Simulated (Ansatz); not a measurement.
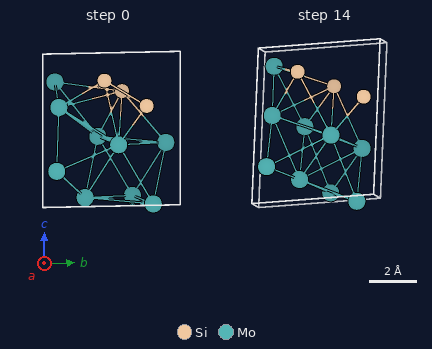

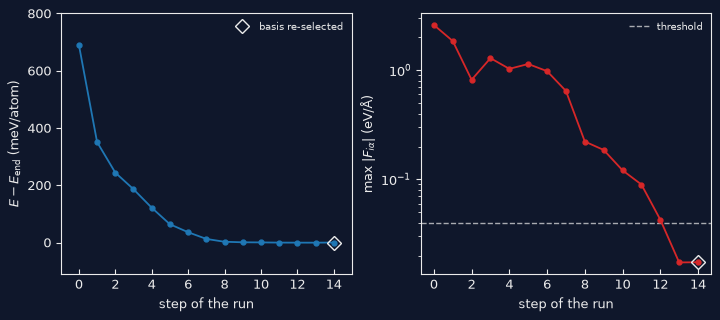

First and last geometry of a relaxation of an amorphous cell of composition SiMo3 (coarse preliminary run), with the history of the run. A ball-and-stick model of the cell of the calculation, seen along the a axis.

Case: atoms packed at random at 1.25 times the crystal's volume.

All numbers below come from DFT PBE, scalar-relativistic, plane waves, PAW (Ansatz).

Input
```yaml
crystal:
  lattice:
    - [5.704221, 0.093412, 0.253757]
    - [0.093412, 5.89835, 0.069628]
    - [0.253757, 0.069628, 6.596019]
  atoms:
    - { symbol: Si, position: [0.9190803538, 0.7561662223, 0.6483215477] }
    - { symbol: Si, position: [0.8118510157, 0.4497008925, 0.8190391715] }
    - { symbol: Si, position: [0.3632107798, 0.577484816, 0.7486001317] }
    - { symbol: Mo, position: [0.6232947535, 0.1179719062, 0.6501172763] }
    - { symbol: Mo, position: [0.05987189, 0.6530833665, 0.0672834648] }
    - { symbol: Mo, position: [0.1687364343, 0.4006336528, 0.4570866703] }
    - { symbol: Mo, position: [0.1071456928, 0.0888587217, 0.8167537235] }
    - { symbol: Mo, position: [0.6720661133, 0.5528055318, 0.3989514468] }
    - { symbol: Mo, position: [0.8656287093, 0.1022247826, 0.2337667729] }
    - { symbol: Mo, position: [0.2794450879, 0.8958701577, 0.4079999022] }
    - { symbol: Mo, position: [0.4522602749, 0.3088452425, 0.0596554572] }
    - { symbol: Mo, position: [0.5627511731, 0.8048767203, 0.0086503103] }
  symmetry: { detect: false }
basis:
  ecutwfc: 420
kpoints:
  mp_grid: { grid: [2, 2, 2], shift: [0.5, 0.5, 0.5] }
hamiltonian:
  xc: pbe
scf:
  occupations: { method: gaussian, width: 0.1 }
  lower_state_search: "off"
output:
  forces: true
  stress: true
  eigenvalues: true
relax:
  adjacent_minimum: "off"
  f_tol: 0.04
  max_steps: 70
  cell: { stress_tol: 0.3 }
```

Launched with:
```bash
ansatz run input.yaml --threads 2 --pin off --max-ram 5120MiB --backend cpu --events-out ev --progress --plain --runs-dir out
```

Question: What do the curves and the structures tell?

Answer: It converged. Over 13 accepted moves (14 points after the start) the energy falls by 691 meV per atom. Largest force component: 2.6 eV/Å at the start, 0.017 eV/Å at the end. Pressure: −25.05 GPa at the start and 0.00 GPa at the end. The SCF was repeated once at an unchanged geometry on a basis and grid sized afresh for the cell, which shifted the energy by 0.5 meV per atom at most. The largest move relative to the cell is that of Mo7, 0.76 Å along [1 0 1]. By element the largest moves are Mo 0.76 Å, Si 0.69 Å. Cell: a 5.711 → 5.253 Å (−8.0 %), b 5.900 → 5.238 Å (−11.2 %), c 6.601 → 6.710 Å (+1.6 %), α 88.7° → 83.4°, β 85.2° → 82.3°, γ 88.1° → 94.4°. Volume −18.3 %. Some distances before and after: Si1–Mo6 4.233 → 2.590 Å, Si1–Mo4 4.615 → 3.131 Å, Si1–Si2 4.280 → 2.945 Å, Mo4–Mo7 3.056 → 4.334 Å. New bonds form, among them: Mo10–Mo11 (4.25 → 3.10 Å), Mo4–Mo11 (another periodic image) (4.22 → 3.09 Å), Mo4–Mo8 (3.75 → 3.08 Å), Mo5–Mo7 (3.74 → 3.08 Å). Bonds break, among them: Mo4–Mo11 (3.03 → 4.18 Å), Mo4–Mo7 (3.06 → 4.33 Å), Mo7–Mo10 (3.03 → 4.18 Å), Si1–Si2 (2.19 → 3.12 Å). Cost: 2.1 min on 2 threads of Intel(R) Xeon(R) Processor @ 2.50GHz (Skylake/Cascade Lake), with other jobs on the host, peak memory 0.53 GiB.

| step | E − E(0), meV/atom | largest force component, eV/Å | pressure, GPa | volume, Å³/atom | note |
| --- | --- | --- | --- | --- | --- |
| 0 | 0.00 | 2.6009 | -25.05 | 18.455 |  |
| 1 | -339.86 | 1.8562 | -9.28 | 16.186 |  |
| 2 | -446.55 | 0.8185 | 6.02 | 14.990 |  |
| 3 | -504.55 | 1.2917 | 6.83 | 14.919 |  |
| 4 | -569.14 | 1.0310 | 0.42 | 15.212 |  |
| 5 | -626.92 | 1.1418 | -2.84 | 15.292 |  |
| 6 | -654.79 | 0.9816 | 0.92 | 15.034 |  |
| 7 | -678.14 | 0.6462 | 0.26 | 15.082 |  |
| 8 | -688.08 | 0.2223 | -0.23 | 15.091 |  |
| 9 | -689.89 | 0.1861 | -0.02 | 15.080 |  |
| 10 | -690.32 | 0.1211 | 0.12 | 15.082 |  |
| 11 | -690.99 | 0.0898 | -0.04 | 15.084 |  |
| 12 | -691.17 | 0.0428 | 0.01 | 15.084 |  |
| 13 | -691.22 | 0.0173 | 0.01 | 15.083 |  |
| 14 | -690.74 | 0.0174 | 0.00 | 15.083 | same geometry, new basis |

Limits of the set-up: the periodic images lie only 5.7 Å apart, so the values are limited by the cell's size.
